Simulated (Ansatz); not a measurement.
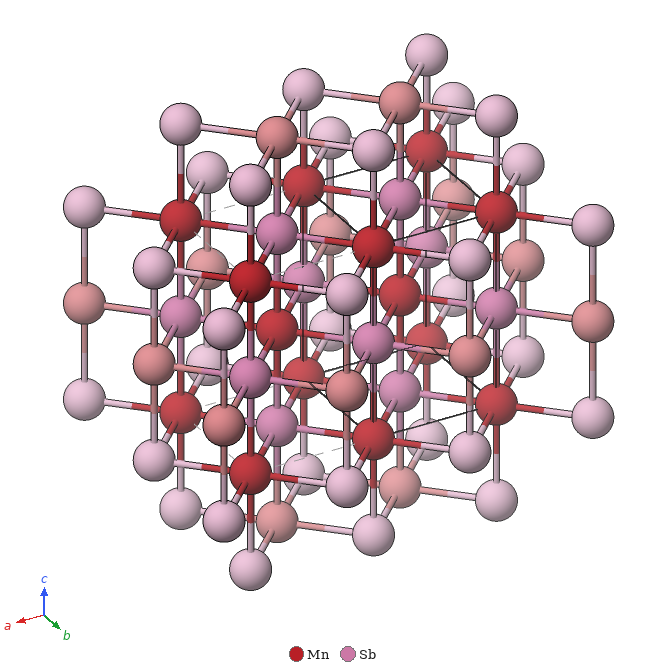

View from a general direction, drawn as a ball-and-stick model. Shown are 2×1×1 repeats of the conventional unit cell, one of them outlined in solid lines. Atoms of adjacent cells appear where they bond to atoms in the box, in fainter colours. Cell: a = 3.821 Å, b = 3.821 Å, c = 5.981 Å, α = 90.00°, β = 90.00°, γ = 90.00°.

Write a short crystallographic description.

- Formula: MnSb.
- It belongs to space group I4/mmm (No. 139) and has a body-centred tetragonal lattice.
- The cell comprises 2 formula units: 2 Mn, 2 Sb.
- The coordination shell of Mn holds six Sb in a distorted octahedral arrangement at about 2.7 to 3.0 Å. Around each Sb lie six Mn in a distorted octahedral arrangement at about 2.7 to 3.0 Å.
- The bonds build a three-dimensional framework.

Provenance: a structure listed in the Materials Project. The cell was then strained or its atoms displaced on purpose. It was run through Ansatz as a DFT input.
